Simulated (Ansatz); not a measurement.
# As (slab): what the fields show

```
CELL_PARAMETERS angstrom
3.57162 0.00000 0.00000
-1.78581 3.09312 0.00000
0.00000 0.00000 28.57424
ATOMIC_POSITIONS crystal
As 0.33333 0.66667 0.47555
As 0.66667 0.33333 0.52445
```

Method: DFT PBE+D3(BJ), scalar-relativistic, plane waves, PAW (Ansatz 0.2.0).

The density is the valence pseudo-density of a PAW calculation; it isn't the true density close to the nuclei.

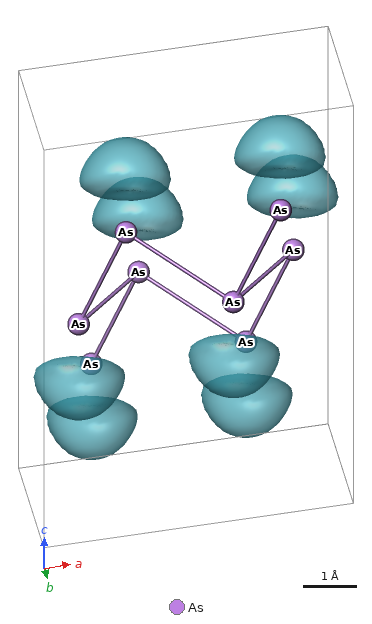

Figure 1. Isosurface of the ELF at 0.8 (cyan), seen at an oblique angle. Only the valence region is drawn (cores and ρ < 0.01 e/Å³ removed). Sticks mark near contacts.

Where are the electrons localised?

At this value the surface marks out two lobes on As, pointing away from the bonds (lone pairs), counted in one cell of 2 atoms. Counts are for one cell; the picture repeats the cell along the surface. Along the contacts the grid gives the following. As–As (2.49 Å): the ELF peaks at about 0.75 between the atoms (a covalent bond).

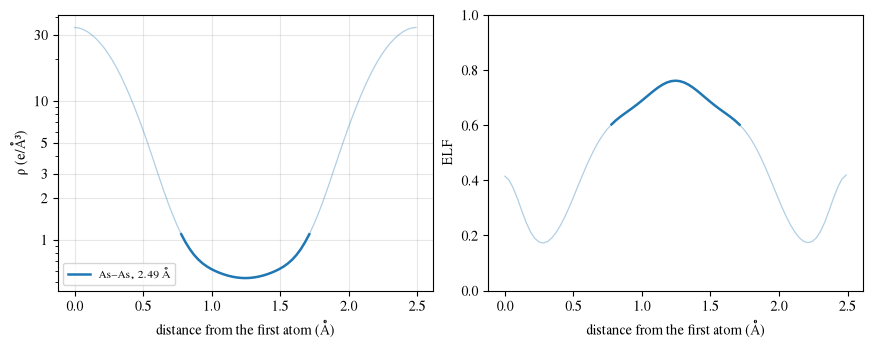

Figure 2. Valence electron density and ELF along straight lines between neighbouring atoms. Thin, pale parts lie inside the atomic spheres.

What can be read from the curves?

As–As (2.49 Å): the density is about 0.53 e/Å³ at the midpoint; the ELF peaks at about 0.75 between the atoms; a shared electron pair.

Metal or insulator at this level of theory?

It is gapped, with a Kohn–Sham gap of 1.5 eV on the k-point mesh, an upper bound to the gap of this method.
